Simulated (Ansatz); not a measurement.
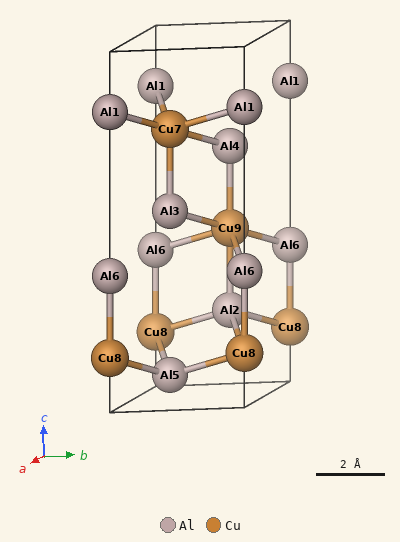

Figure 1. The structure as given in the input (ball-and-stick view of the cell of the calculation, seen slightly off an axis; atoms are numbered from 1 in the order of the input). An atom can appear more than once, as a periodic image. Near neighbours in the periodic cell (some may lie outside the picture): Al has 3 Cu at 2.48 Å; Al has 4 Cu at 2.48 Å; Cu has 7 Al at 2.48 Å; Cu has 8 Al at 2.48 Å.

Run report: Al2Cu, single-point calculation

The run: single-point calculation of Al2Cu (9 atoms in the cell). Method and program: DFT r2SCAN, scalar-relativistic, plane waves, PAW, no spin polarisation (Ansatz 0.2.0).

The structure derives from a Materials Project entry. It belongs to a series of runs on one base structure; here: the crystal opened by +1.00 A across the cut. Figures and captions count atoms from 1; the log counts them from 0 in places.

What the program printed
```
Warning: 8 symmetry operations that the atoms keep within the bar at which the run's group was sought (crystal.symmetry.tolerance 1.0e-5, or twice it) were not taken beside the 4 unitary ones that the detection took (of a slab, those that keep its plane). If the more symmetric cell is meant, write the vectors of crystal.lattice to more decimals, or, with the positions in fractional coordinates, give it by lengths and angles (which lays the cell in the standard orientation, to which the deck's other Cartesian keys then refer), with the lengths that are meant to be equal typed equal, the angles likewise, and each angle that the symmetry fixes typed at its exact value (of a frozen-density pass: in the run whose state it reads). The detection then takes those 8 too, where the atoms keep them as a group. The lattice (crystal.lattice as typed, or as saved on a frozen-density pass laid at its state's geometry) misses each of them by more than the tolerance, the farthest off changing a squared length by the fraction 8.5e-5. The run does not impose them: its cell is that one, or, where this deck is also told that its lattice was moved onto its group, that cell laid onto the operations that were taken. If the cell is strained on purpose, what lies past the tolerance is rightly left out.
Engine: ansatz 0.2.0, x86_64-unknown-linux-gnu
Pseudopotentials: kind: paw
Pseudopotential: Al, paw, valence charge 3, recommended cutoff 500 eV (meta_gga), Al.paw.azcp
Pseudopotential: Cu, paw, valence charge 19, recommended cutoff 500 eV (meta_gga), Cu.paw.azcp
Functional definition: r2SCAN
  parameter k0 = 0.174
  parameter k1 = 0.065
  parameter a1 = 4.9479
  exchange = r2scan_x(k0 = k0, k1 = k1, a1 = a1)
  correlation = r2scan_c
Crystal: 9 atoms, lattice volume = 155.644 Å³
Basis set: ecut = 500 eV, 3969 PW (Γ), exchange–correlation on 120×120×320 points (64 copies of the dense FFT grid, shifted against one another)
Bands: 47, of which v1, the nominal top of the filled ones, is band 38 counted from 1 (37 counted from 0)
Symmetry: 4 space group operations
Space group: C2/m (ITA 12), of the structure as read, at distance tolerance 5.4e-5 Å
k-points: 231 of 845
Non-local potential: Al, projectors of the file, l = 0: 2, l = 1: 2, l = 2: 1
Non-local potential: Cu, projectors of the file, l = 0: 3, l = 1: 2, l = 2: 3, l = 3: 1
PAW form: soft (Blöchl's): semilocal exchange-correlation on the pseudo side does not see the compensation charge
PAW frozen core: Al, regenerated for the run's functional (the file was generated under x = pbe(κ = 0.804, μ = 0.2195149727645171), c = pbe(β = 0.06672455060314922))
PAW frozen core: Cu, regenerated for the run's functional (the file was generated under x = pbe(κ = 0.804, μ = 0.2195149727645171), c = pbe(β = 0.06672455060314922))
PAW one-centre angular grid: Al, 302 points (default); XC on 160 Gauss nodes
PAW one-centre angular grid: Cu, 590 points (default); XC on 160 Gauss nodes
Initial density: superposition of atomic densities (neutral atoms: chi_scale 0, normalization atom), corrected by the library's trained network
Initial wavefunctions: pseudopotential atomic-orbital guess
Functional: x = r2scan, c = r2scan; τ floored in thin density (d = 2e-4 eV/Å³)
SCF iter   1: F=—  HF=-23136.713614 eV  |F-HF|=—  |Δ(HF+E_count)|=         —  Δρ=2.24e-2  dr2=5.95e-1  dr2_τ=3.02e-2  ethr=1.77e-3  ⟨swp⟩=8.8  Hψ=49366  notcnv=0  defer=7
preconditioner: auto → Kerker (q_TF=auto, 2.416 Å⁻¹)  [metal: Δε(μ)=0.024 eV  Ē_g=7.527 eV  σ=0.150 eV  W_gap=0.09  n_scr=38 (ndim 8)  ℏωp=21.3 eV  f_vac=0.006  D(μ)=2.69/eV (n_scr^D=6)]
SCF iter   2: F=—  HF=-23136.798169 eV  |F-HF|=—  |Δ(HF+E_count)|=   8.46e-2  Δρ=1.91e-2  dr2=2.96e-1  dr2_τ=2.89e-3  ethr=7.93e-4  ⟨swp⟩=2.0  Hψ=19206  notcnv=0  defer=670
SCF iter   3: F=—  HF=-23136.714148 eV  |F-HF|=—  |Δ(HF+E_count)|=   8.40e-2  Δρ=4.42e-3  dr2=4.85e-2  dr2_τ=9.57e-5  ethr=3.95e-4  ⟨swp⟩=2.0  Hψ=16685  notcnv=0  defer=670
SCF iter   4: F=—  HF=-23136.703081 eV  |F-HF|=—  |Δ(HF+E_count)|=   1.11e-2  Δρ=1.73e-3  dr2=3.56e-3  dr2_τ=3.39e-5  ethr=6.47e-5  ⟨swp⟩=2.0  Hψ=18390  notcnv=0  defer=650
SCF iter   5: F=—  HF=-23136.705328 eV  |F-HF|=—  |Δ(HF+E_count)|=   2.25e-3  Δρ=3.25e-3  dr2=1.17e-2  dr2_τ=4.96e-5  ethr=4.75e-6  ⟨swp⟩=2.0  Hψ=18848  notcnv=0  defer=650
SCF iter   6: F=—  HF=-23136.703308 eV  |F-HF|=—  |Δ(HF+E_count)|=   2.02e-3  Δρ=5.88e-4  dr2=6.18e-4  dr2_τ=2.36e-6  ethr=4.75e-6  ⟨swp⟩=2.0  Hψ=18781  notcnv=0  defer=650
SCF iter   7: F=—  HF=-23136.703213 eV  |F-HF|=—  |Δ(HF+E_count)|=   9.51e-5  Δρ=2.27e-4  dr2=1.12e-4  dr2_τ=2.94e-7  ethr=8.24e-7  ⟨swp⟩=2.3  Hψ=14858  notcnv=0  defer=650
SCF iter   8: F=—  HF=-23136.703209 eV  |F-HF|=—  |Δ(HF+E_count)|=   4.28e-6  Δρ=6.15e-5  dr2=1.27e-5  dr2_τ=2.85e-8  ethr=1.50e-7  ⟨swp⟩=2.5  Hψ=16190  notcnv=0  defer=650
SCF iter   9: F=—  HF=-23136.703282 eV  |F-HF|=—  |Δ(HF+E_count)|=   7.30e-5  Δρ=2.75e-5  dr2=1.27e-6  dr2_τ=2.57e-9  ethr=1.69e-8  ⟨swp⟩=2.2  Hψ=14682  notcnv=0  defer=650
SCF iter  10: F=-23136.703282 eV  HF=-23136.703282 eV  |F-HF|=2.75e-9  |Δ(HF+E_count)|=   1.36e-8  Δρ=4.11e-6  dr2=3.32e-8  dr2_τ=3.32e-10  ethr=1.33e-10  ⟨swp⟩=13.5  Hψ=79003  notcnv=0
SCF 1 converged in 10 iterations: F = -23136.703282 eV  dr2 = 3.32e-8
  greatest PAW one-centre occupation: 1.000 electrons in one spin orbital (limit 2), on the Cu atom at site 7 (counted from 0), in its partial waves of l = 0
```

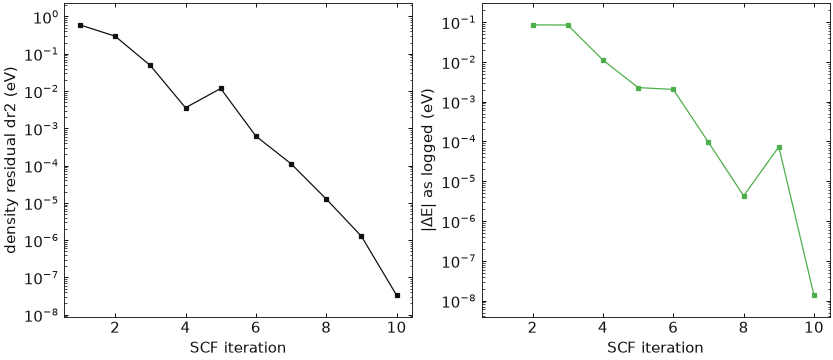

Figure 2. Convergence of the self-consistent field: density residual dr2 and size of the energy change against the SCF iteration. The residual comes down, with one marked jump up, by a factor of about 3, at step 5.

```
SCF converged after 10 iterations
Free energy (F): -23136.703282 eV
Harris-Foulkes:  -23136.703282 eV  (|F-HF|=2.75e-9)
Internal energy: -23136.672613 eV  (E = F + TS)
E sigma→0 (E₀):  -23136.687948 eV
Entropy (-TS):   -0.030669 eV (-3.408 meV/atom)
Fermi energy:    8.161540 eV
--- Per-component energies (eV) ---
  E_band       = -1629.122532
  E_kinetic    = 1033.033173
  E_local      = -18625.400105  (includes V_loc(G=0)·N_el)
  E_nonlocal   = 1216.497364
  E_hartree    = 8363.770258
  E_xc         = -472.336568
  E_vxc        = -564.263020  (∫ρ·V_xc dr)
  E_paw        = -7850.527510  (= ΣΔE_a)
  E_vpaw       = -1452.713262  (= ΣTr[D̂ρ^β])
  E_aug_tail   = 0.000436  (compensation charges beyond the density's cutoff)
  E_vtau       = 36.202906  (kinetic-family band-sum trace: ∫τ·v_τ [+ j·A + Jᵃ·Aᵃ] dr)
  E_ewald      = -6800.445690
  E_core_change = -1.263972  (= ΣΔE_core)
  E_smearing   = -0.030669  (= −TS)
  E_closure    = -0.000000  (closes the sum)
  Σ components = -23136.703282   (vs F -23136.703282, Δ=0.00e0)
--- Forces (eV/Å), atoms counted from 1 ---
  atom   1  Al    -0.00000000     0.39060396     0.27637431
  atom   2  Al     0.00000000    -0.25913085    -0.18325228
  atom   3  Al     0.00000000     0.02927771     0.02071493
  atom   4  Al    -0.00000000     0.25913085     0.18325228
  atom   5  Al     0.00000000    -0.39060396    -0.27637431
  atom   6  Al    -0.00000000    -0.02927771    -0.02071493
  atom   7  Cu    -0.00000000     0.42200734     0.29841761
  atom   8  Cu     0.00000000    -0.42200734    -0.29841761
  atom   9  Cu     0.00000000     0.00000000     0.00000000
  max |Σ_I F_I| component: 5.55e-17 eV/Å
--- Stress (GPa, compression-positive) ---
       -1.146799      -0.000000       0.000000
       -0.000000      -4.590037      -2.434915
        0.000000      -2.434916      -2.864936
  P = ⅓ Tr σ = -2.8673 GPa (-28.673 kbar)
--- Band table (eV; the first three rows and the last of 231) ---
  k-point 0: bands = ["-109.6326", "-109.3677", "-109.3677", "-65.4261", "-65.4196", "-65.4195", "-65.1803", "-65.1803", "-65.1803", "-65.1803", "-65.1221", "-65.1221", "-2.3897", "-1.2733", "-0.4536", "2.5505", "2.9889", "3.4908", "3.4908", "3.7092", "3.7092", "3.7372", "3.7372", "3.7970", "4.0129", "4.0129", "4.2934", "4.2934", "4.3083", "4.3083", "4.8144", "4.8428", "9.0930", "9.0933", "9.7902", "9.7905", "9.8426", "10.1826", "11.0212", "11.0215", "11.4836", "11.4836", "11.8496", "11.8498", "12.0975", "12.0977", "12.3521"]
  k-point 1: bands = ["-109.6326", "-109.3677", "-109.3677", "-65.4261", "-65.4196", "-65.4195", "-65.1803", "-65.1803", "-65.1803", "-65.1803", "-65.1221", "-65.1221", "-2.3685", "-1.3914", "-0.2813", "2.2503", "3.1510", "3.4912", "3.4912", "3.7108", "3.7109", "3.7346", "3.7347", "3.7897", "4.0128", "4.0129", "4.2900", "4.2901", "4.3123", "4.3123", "4.4908", "5.4631", "8.7164", "9.0777", "9.0780", "9.8469", "9.8472", "10.8542", "10.8544", "11.2816", "11.5051", "11.5051", "11.9599", "11.9600", "12.1940", "12.1942", "12.3482"]
  k-point 2: bands = ["-109.6326", "-109.3677", "-109.3677", "-65.4261", "-65.4196", "-65.4195", "-65.1803", "-65.1803", "-65.1803", "-65.1803", "-65.1221", "-65.1221", "-2.3288", "-1.5438", "-0.0202", "1.8843", "3.2769", "3.4919", "3.4919", "3.7148", "3.7148", "3.7293", "3.7293", "3.7776", "4.0127", "4.0128", "4.2864", "4.2864", "4.3171", "4.3171", "4.3616", "6.3545", "7.5212", "9.0552", "9.0556", "9.9579", "9.9581", "10.6350", "10.6353", "11.4757", "11.4758", "12.1052", "12.1743", "12.1744", "12.3284", "12.3285", "12.3294"]
  k-point 230: bands = ["-109.6326", "-109.3677", "-109.3677", "-65.4261", "-65.4197", "-65.4196", "-65.1804", "-65.1804", "-65.1803", "-65.1803", "-65.1221", "-65.1221", "0.1780", "0.8673", "1.5064", "2.0047", "2.2721", "2.7506", "3.1386", "3.6029", "3.6864", "3.8119", "4.0222", "4.0292", "4.0627", "4.1485", "4.1623", "4.2875", "4.3088", "4.3251", "4.3566", "4.3588", "4.4442", "5.7137", "6.3947", "6.6645", "7.3969", "7.4926", "8.3105", "8.8434", "9.7106", "10.2602", "11.0151", "12.0089", "12.0592", "12.1079", "13.7374"]
```

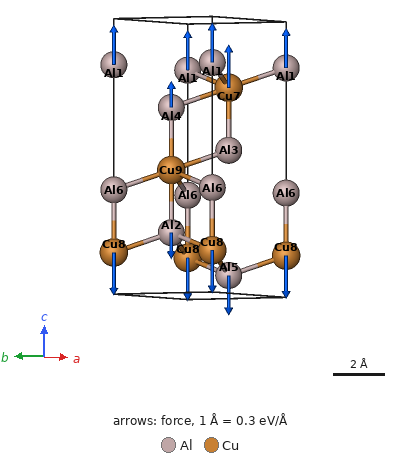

Figure 3. Forces on the atoms as blue arrows (ball-and-stick view of the cell of the calculation, seen at an oblique angle; atoms are numbered from 1 in the order of the input); the smallest are left out. The largest act on Cu7, Cu8 (0.52 eV/Å); Al1, Al5 (0.48 eV/Å); Al2, Al4 (0.32 eV/Å). The geometry is not a stationary point of this energy.

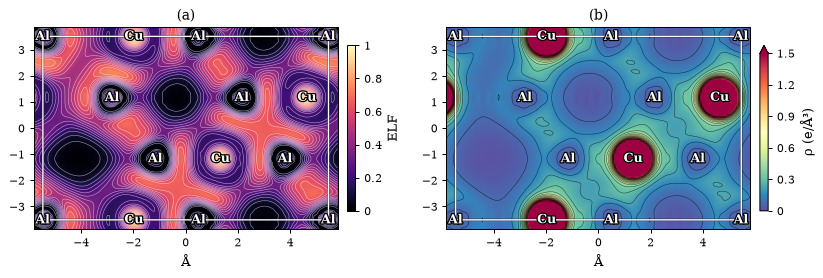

Figure 4. (a) ELF; (b) valence pseudo-density on the (110) plane of the conventional cell. The section cuts through Al and Cu sites. Al–Cu (2.48 Å): ρ at the midpoint is about 0.32 e/Å³; the ELF peaks at about 0.70 between the atoms. Away from the nuclei the density in this plane falls to 0.02 e/Å³ at its lowest. The strong features right at Cu lie inside the PAW spheres (semicore, d or f shells) and say nothing about bonding. In a PAW calculation such maps are meaningful between the atoms, not at the nuclei.

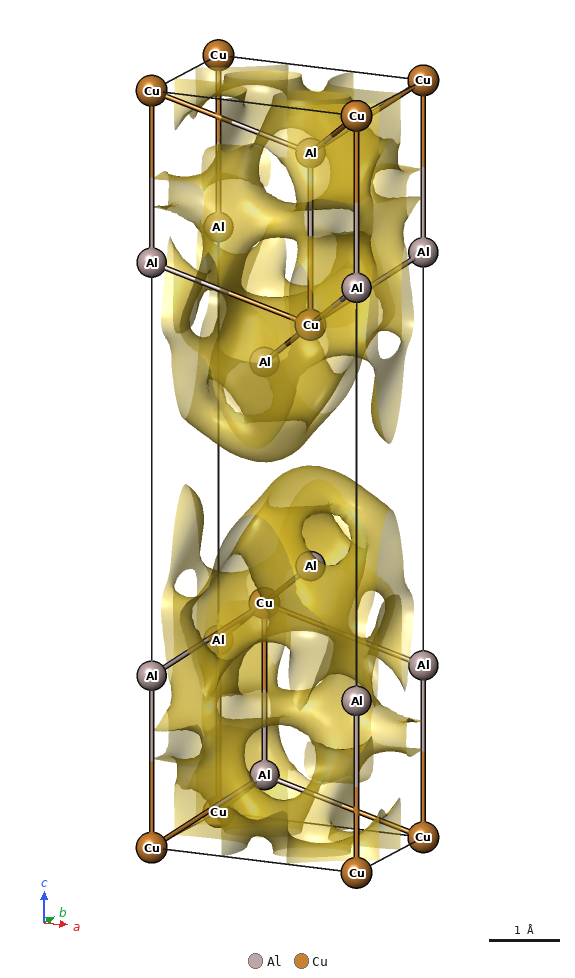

Figure 5. Isosurface of the ELF at 0.55 (yellow), seen slightly off an axis. Only the valence region is drawn (cores and ρ < 0.01 e/Å³ removed). Sticks mark near contacts. The outline is the cell set on symmetry axes. Profiles from the grid: Al–Cu (2.48 Å): the ELF peaks at about 0.70 between the atoms.

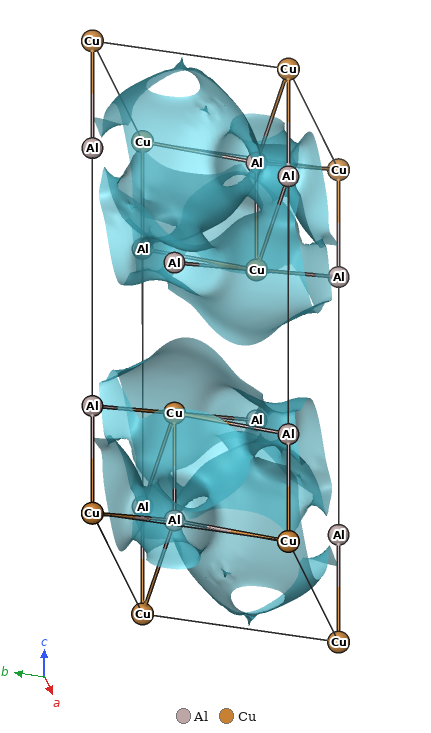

Figure 6. Isosurface of the valence charge density (pseudo) at 0.2 e/Å³ (cyan), seen at an oblique angle. Sticks mark near contacts. The outline is the cell set on symmetry axes. At this value the density is joined into sheets; it holds about 85 % of the electrons treated as valence (semicore included). On the grid the lowest density along these lines, outside the cores, is 0.27 e/Å³ (Al–Cu, 2.48 Å).

The run was set up as follows.

Input
```yaml
crystal:
  lattice:
    - [-2.0273575171, 2.0273575171, -2.8669875149]
    - [-2.0273575171, -2.0273575171, 2.8669875149]
    - [0.0, 8.925914405, 6.3113426146]
  atoms:
    - { symbol: Al, position: [5.0298e-06, -5.0298e-06, 0.8327985617] }
    - { symbol: Al, position: [0.333334705, 0.666665295, 0.227115868] }
    - { symbol: Al, position: [0.6666698674, 0.3333301326, 0.5299572148] }
    - { symbol: Al, position: [0.3333374486, 0.6666625514, 0.6813778882] }
    - { symbol: Al, position: [0.6666671238, 0.3333328762, 0.0756951946] }
    - { symbol: Al, position: [2.2862e-06, -2.2862e-06, 0.3785365414] }
    - { symbol: Cu, position: [0.6666712392, 0.3333287608, 0.757088225] }
    - { symbol: Cu, position: [9.144e-07, -9.144e-07, 0.1514055313] }
    - { symbol: Cu, position: [0.3333360768, 0.6666639232, 0.4542468781] }
basis:
  ecutwfc: 500
kpoints:
  mp_grid: { grid: [13, 13, 5] }
hamiltonian:
  xc: r2scan
scf:
  occupations: { method: gaussian, width: 0.15 }
output:
  forces: true
  stress: true
  eigenvalues: true
  write_density: true
  write_potential: true
  elf: true
  volumetric_format: npy
```

Launch command:
```bash
ansatz run input.yaml --threads 2 --pin off --max-ram 5120MiB --backend cpu --events-out ev --progress --plain --runs-dir out
```

Summary

- outcome: converged
- space group (tolerance 0.01 Å): P-3m1 (164)
- electrons treated: 75
- free energy: −23136.7033 eV
- Fermi energy: 8.162 eV
- gap on the k-point mesh: none (metallic)
- pressure: −2.87 GPa
- largest force (length of the vector): 0.517 eV/Å
- hardware: 2 threads of Oxide Virtual Turin-like (Zen 5), 32 GiB of memory available, shared host
- wall time: 92 s (CPU time 3.1 min)
- peak memory: 1.7 GiB

Warnings of the run: near-symmetries of the structure were not used.
